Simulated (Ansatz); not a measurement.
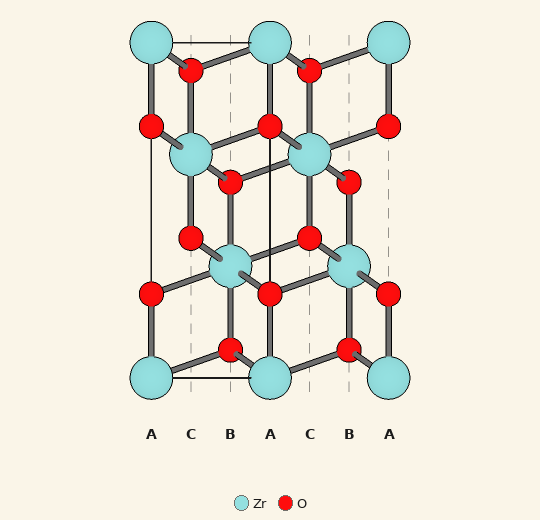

Projection along an edge of the hexagonal mesh, stacking direction [111] upwards. The dashed lines mark the three columns A (0, 0), B (1/3, 2/3) and C (2/3, 1/3). The box is the hexagonal cell of the face-centred cubic lattice. The sequence starts with the first layer at or above the cell's origin.

ZrO₂: the geometry relaxed (final pressure about 20 GPa) with DFT, PAW plane waves, r2scan in Ansatz.

> Read off the stacking sequence over one period.

Zr(A) – O(B) – O(A) – Zr(B) – O(C) – O(B) – Zr(C) – O(A) – O(C) (nine layers in 8.62 Å).
